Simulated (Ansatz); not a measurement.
# Mg5Se2: what the fields show

```cif
data_structure
_symmetry_space_group_name_H-M 'P 1'
_symmetry_Int_Tables_number 1
_cell_length_a 3.7349
_cell_length_b 3.7349
_cell_length_c 41.6737
_cell_angle_alpha 90.000
_cell_angle_beta 90.000
_cell_angle_gamma 120.000
_cell_volume 503.45
loop_
_atom_site_label
_atom_site_type_symbol
_atom_site_fract_x
_atom_site_fract_y
_atom_site_fract_z
_atom_site_occupancy
Mg1 Mg 0.33333 0.66667 0.25498 1
Mg2 Mg 0.00000 0.00000 0.58832 1
Mg3 Mg 0.66667 0.33333 0.92165 1
Mg4 Mg 0.00000 0.00000 0.00000 1
Mg5 Mg 0.66667 0.33333 0.33333 1
Mg6 Mg 0.33333 0.66667 0.66667 1
Mg7 Mg 0.33333 0.66667 0.07835 1
Mg8 Mg 0.00000 0.00000 0.41168 1
Mg9 Mg 0.66667 0.33333 0.74502 1
Mg10 Mg 0.00000 0.00000 0.13727 1
Mg11 Mg 0.66667 0.33333 0.47061 1
Mg12 Mg 0.33333 0.66667 0.80394 1
Mg13 Mg 0.66667 0.33333 0.19606 1
Mg14 Mg 0.33333 0.66667 0.52939 1
Mg15 Mg 0.00000 0.00000 0.86273 1
Se1 Se 0.00000 0.00000 0.29408 1
Se2 Se 0.66667 0.33333 0.62741 1
Se3 Se 0.33333 0.66667 0.96074 1
Se4 Se 0.66667 0.33333 0.03926 1
Se5 Se 0.33333 0.66667 0.37259 1
Se6 Se 0.00000 0.00000 0.70592 1
```

Space group R-3m; a generated structure, not necessarily the stable one.

These are results of Ansatz, DFT r2SCAN, scalar-relativistic, plane waves, PAW, not measurements.

In a PAW calculation such maps are meaningful between the atoms, not at the nuclei.

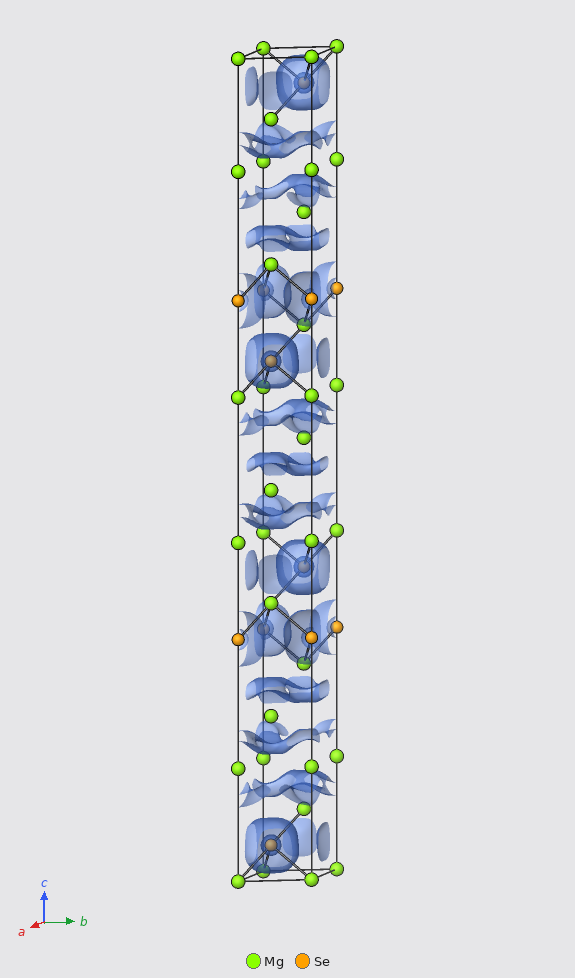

Figure 1. Isosurface of the ELF at 0.6 (blue), seen slightly off an axis. Only the valence region is drawn (cores and ρ < 0.01 e/Å³ removed). Sticks mark near contacts.

> What do the ELF domains correspond to?

At this value the surface marks out six regions wrapped around Se (the valence shell of each) and sheets that run through the cell in two directions, counted in one cell of 21 atoms. Any copies at cell faces, edges or corners count once. Along the contacts the grid gives the following. Mg–Se (2.70 Å): the ELF is about 0.75 at the midpoint.

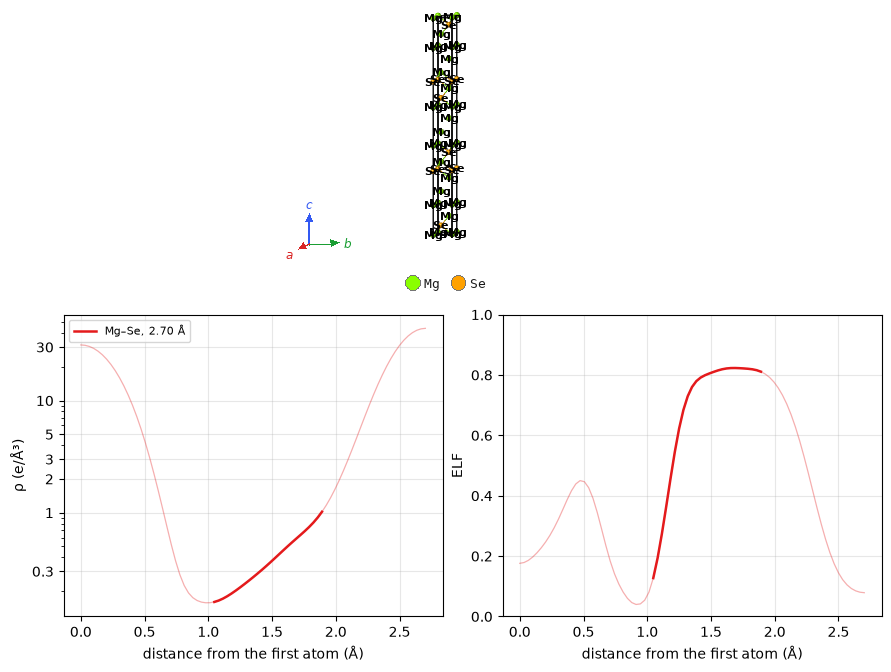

Figure 2. Valence electron density and ELF along straight lines between neighbouring atoms. Thin, pale parts lie inside the atomic spheres. The structure is drawn too.

> What can be read from the curves?

Mg–Se (2.70 Å): ρ at the midpoint is about 0.27 e/Å³; the ELF is about 0.75 at the midpoint.

> How much charge does the calculation move between the atoms?

Electrons move from Mg towards Se. Bader charges: Mg −0.04 to +1.68 and Se −1.76 e.

> Metal or insulator at this level of theory?

It is metallic or semimetallic at this level of theory: no gap opens.
